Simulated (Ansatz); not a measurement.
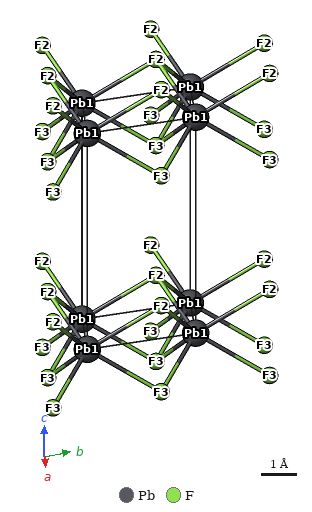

This is the input geometry for a relaxation of a crystal of PbF₂ (built on the MoS2-187 type type). Style: ball-and-stick. Shown: the cell of the calculation, from a free direction.

The calculation used DFT, r2SCAN+rVV10, plane waves, PAW (Ansatz).

Input
```yaml
crystal:
  lattice:
    - [3.676388852, 4.8e-09, 0.0]
    - [-1.8381944301, 3.1838461376, 0.0]
    - [0.0, 0.0, 6.3678708632]
  atoms:
    - { symbol: Pb, position: [0.0, 0.0, 0.0] }
    - { symbol: F, position: [0.3333333333, 0.6666666667, 0.1993869286] }
    - { symbol: F, position: [0.3333333333, 0.6666666667, 0.8006130714] }
kpoints:
  mp_grid: { grid: [12, 12, 4] }
hamiltonian:
  xc: r2scan
  dispersion: rvv10
scf:
  occupations: { method: fermi_dirac, width: 0.03 }
relax:
  f_tol: 0.01
  cell: {}
  max_steps: 120
```

Launched with:
```bash
ansatz run input.yaml --threads 2 --pin off --max-ram 2211MiB --backend cpu --events-out ev --progress --plain --runs-dir out
```

### Where does the relaxation end?

After 5 accepted moves (7 points after the start) the energy has fallen by 18.9 meV per cell of the calculation. Largest force component: 0.012 eV/Å at the start, 0.0008 eV/Å at the end. The pressure goes from −0.08 to 0.02 GPa. The line search rejected the trial step at point 4 of the run. At 1 point the geometry stayed and the basis and grid were re-selected for the new cell (energy shift of 4.2 meV per cell of the calculation at most each time). The largest moves relative to the cell, 0.15 Å, are those of F2 and F3. F2 goes along +c. Pb stays in place. The volume changes by −12.3 %, with a = b 3.676 → 3.673 Å (−0.1 %), c 6.368 → 5.593 Å (−12.2 %). The space group stays P-6m2 (No. 187).

The structure at the end:

```
CELL_PARAMETERS angstrom
3.67302 0.00000 0.00000
-1.83651 3.18093 0.00000
0.00000 0.00000 5.59267
ATOMIC_POSITIONS crystal
Pb 0.00000 0.00000 0.00000
F 0.33333 0.66667 0.22697
F 0.33333 0.66667 0.77303
```

The end point in the same view:

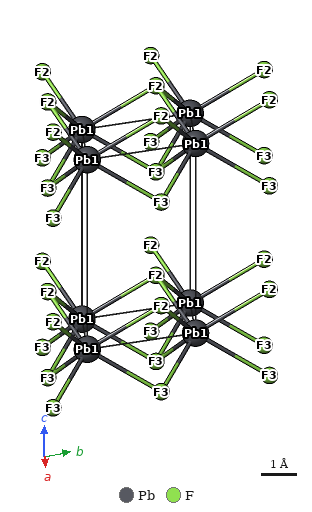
